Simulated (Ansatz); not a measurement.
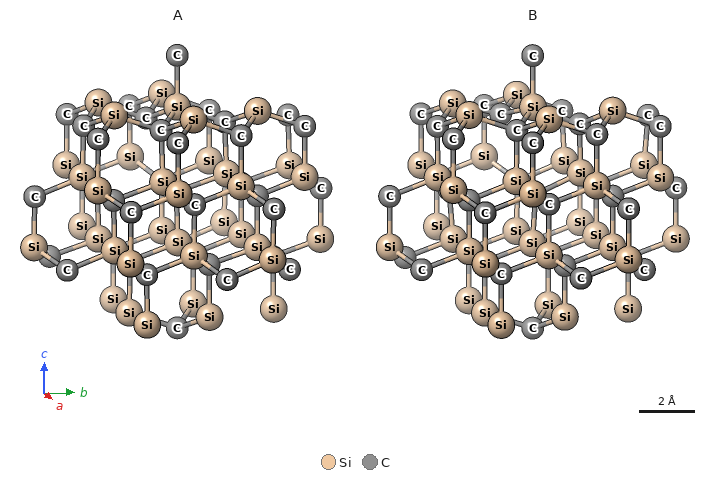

Two geometries of a defect cell of composition Si₄₆C₄₈ (cell charge −1), drawn at one scale. One is the start of a relaxation, the other its converged end. Style: ball-and-stick. Shown: the atoms within 5.8 Å of the atom that moves most (axes of the cell of the calculation (origin shifted)), slightly off an axis.

Level of theory: DFT, PBEsol, PAW, plane waves in Ansatz. Set-up: plane-wave cutoff 420 eV; k-point mesh 1 × 1 × 1; mesh shifted by (0.25, 0.25, 0.25); collinear spin; atoms relaxed in a fixed cell; force threshold 0.03 eV/Å; at most 80 steps.

Which of the two is the end point?

Structure B is the relaxed one. The atoms of the start lie slightly off their symmetric places, so part of the fall in energy undoes that. The atom that moves furthest is a C atom (0.21 Å roughly along [2 2 −1]). By element the largest moves are C 0.21 Å, Si 0.07 Å. The cell doesn't change. Near-neighbour distances that change, for instance: C–Si 1.973 → 1.855 Å, C–Si 1.825 → 1.906 Å, C–Si 1.918 → 1.837 Å, C–Si 1.904 → 1.825 Å. Among the angles between lasting bonds that change: C–Si–C 112.1° → 102.7°, C–Si–C 112.6° → 103.5°, Si–C–Si 106.6° → 115.2°. The energy falls by 2.647 eV per cell of the calculation in 6 geometry steps. The largest force component goes from 2.1 to 0.004 eV/Å.

Limits of the set-up: the cell is charged, on a uniform background, and energies carry no finite-size correction.
